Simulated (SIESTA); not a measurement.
# Energy of HfC along an even scaling of the cell

System: HfC (2 atoms in the cell).
Method: Kohn-Sham DFT of a periodic cell, LDA, PseudoDojo 0.4 standard, converted to PSML, no spin polarisation (SIESTA 5.4.2).

The 7 runs differ only in the geometry, by an even scaling of the cell at fixed fractional positions. The structure derives from an entry of the Crystallography Open Database.

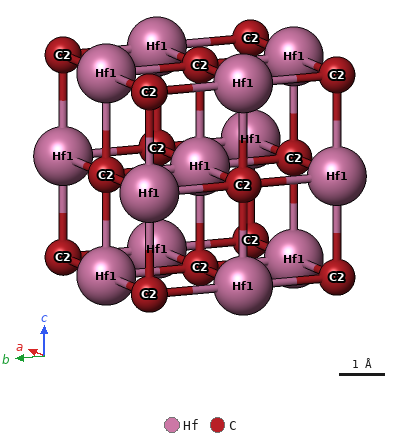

Figure 1. The structure of run 4 (ball-and-stick view of the cell 4 times as large as that of the calculation, set on its symmetry axes, seen at an oblique angle; atoms are numbered from 1 in the order of the input). An atom can appear more than once, as a periodic image.

**Input of run 4**
```
SystemName                      HfC
SystemLabel                     HfC
NumberOfSpecies                 2
NumberOfAtoms                   2
%block ChemicalSpeciesLabel
  1  72 Hf
  2   6 C
%endblock ChemicalSpeciesLabel

LatticeConstant                 1.0 Ang
%block LatticeVectors
     0.0000000000     2.3250000000     2.3250000000
     2.3250000000     0.0000000000     2.3250000000
     2.3250000000     2.3250000000     0.0000000000
%endblock LatticeVectors
AtomicCoordinatesFormat         Fractional
%block AtomicCoordinatesAndAtomicSpecies
     0.5000000000     0.5000000000     0.5000000000  1  Hf
     0.0000000000     0.0000000000     0.0000000000  2  C
%endblock AtomicCoordinatesAndAtomicSpecies

%block kgrid.MonkhorstPack
   10   0   0  0.0
    0  10   0  0.0
    0   0  10  0.0
%endblock kgrid.MonkhorstPack
XC.Functional                   LDA
XC.Authors                      PW92
PAO.BasisSize                   DZP
PAO.EnergyShift                 0.003 Ry
Mesh.Cutoff                     800 Ry
OccupationFunction              FD
ElectronicTemperature           0.05 eV
MaxSCFIterations                120
SCF.MustConverge                false
SCF.Mixer.Method                Pulay
SCF.Mixer.Weight                0.25
SCF.Mixer.History               8
SCF.DM.Tolerance                5.0e-05
SCF.H.Tolerance                 1.0e-03 eV
WriteForces                     true
Charge.Mulliken                 end
BandLinesScale                  ReciprocalLatticeVectors
%block BandLines
    1    0.000000   0.000000   0.000000  \Gamma
   12    0.500000   0.000000   0.500000  X
    6    0.500000   0.250000   0.750000  W
    4    0.375000   0.375000   0.750000  K
   13    0.000000   0.000000   0.000000  \Gamma
   11    0.500000   0.500000   0.500000  L
    8    0.625000   0.250000   0.625000  U
    4    0.500000   0.250000   0.750000  W
    9    0.500000   0.500000   0.500000  L
    8    0.375000   0.375000   0.750000  K
    1    0.625000   0.250000   0.625000  U
    4    0.500000   0.000000   0.500000  X
%endblock BandLines
%block PAO.Basis
  Hf 5
  n=5 0 2
    3.241 0.000
  n=6 0 2
    8.098 0.000
  n=5 1 2
    3.929 0.000
  n=6 1 1
    8.098
  n=5 2 2
    7.811 0.000
%endblock PAO.Basis
```

Command:
```bash
siesta HfC.fdf > HfC.out 2>&1
```

Run 6 has the same physical settings and fractional positions; its lattice vectors (Å) are:
```
   0.000000    2.355596    2.355596
   2.355596    0.000000    2.355596
   2.355596    2.355596    0.000000
```

**Results, with one run withheld**

| run | volume per atom (Å³) | free energy per atom, from the lowest run given (meV) | pressure (GPa) |
| --- | --- | --- | --- |
| 1 | 11.814 | 4.83 | 6.01 |
| 2 | 12.065 | 0.00 | 0.26 |
| 3 | 12.317 | 3.86 | −5.04 |
| 4 | 12.568 | 15.66 | −9.88 |
| 5 | 12.819 | 34.60 | −14.18 |
| 6 | 13.071 | ? | ? |
| 7 | 13.322 | 91.38 | −21.74 |

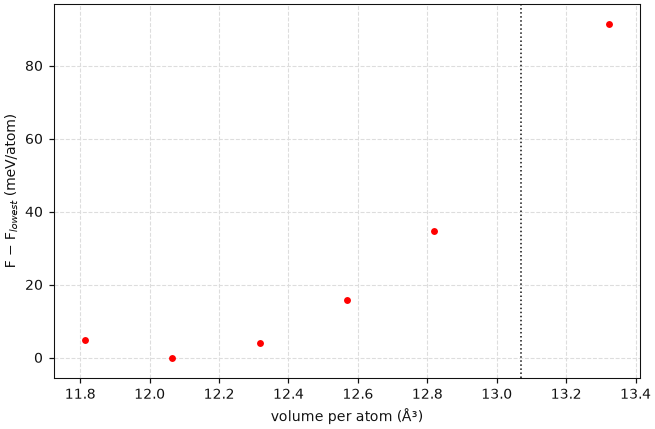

Figure 2. Free energy per atom of the runs given; the dotted line marks run 6.

Estimate the energy of run 6 from the others.

A cubic polynomial in V^(−2/3) (the Birch–Murnaghan form), fitted to the 6 runs given, misses them by at most 0.02 meV per atom. With x = V^(−2/3) − 0.18598 Å⁻², it reads F = 10.077 − 5039.3 x + 6.297e+05 x² − 3.2318e+05 x³ (meV per atom). At run 6 it gives 60.10 meV per atom, and the run itself gives 60.04. The slope of the fit gives a pressure −dF/dV of −18.16 GPa there, and the run prints −18.14 GPa. The fit has its minimum at 12.075 Å³ per atom, where V d²F/dV² gives 266 GPa: the bulk modulus at this level, since symmetry fixes the shape and the positions.

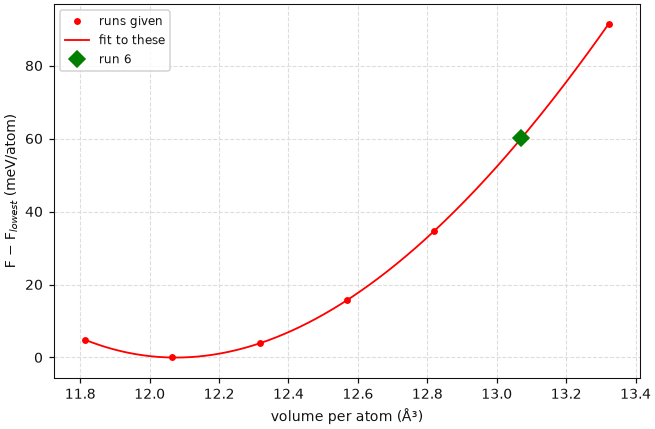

Figure 3. The fit and the withheld run.

**Some lines of the output (run 6)**
```
[...]
outcell: Cell volume (Ang**3)        :     26.1416
stepf: Fermi-Dirac step function
siesta: Etot    =     -1695.485965
siesta: FreeEng =     -1695.486486
        iscf     Eharris(eV)        E_KS(eV)     FreeEng(eV)     dDmax    Ef(eV) dHmax(eV)
siesta: E_KS(eV) =            -1701.6406
siesta: E_KS - E_eggbox =     -1701.6406
siesta: Etot    =     -1701.640642
siesta: FreeEng =     -1701.643403
siesta:         Fermi =      -6.038198
siesta: Cell volume =         26.141603 Ang**3
    Orbital volume contribution        =           2.113252 eV
```

Notes: Points of doubt noted for this run: mulliken charges of long orbitals. Spin–orbit coupling is left out, which matters for Hf. With a small basis of atomic orbitals these values can differ much from converged plane-wave results.
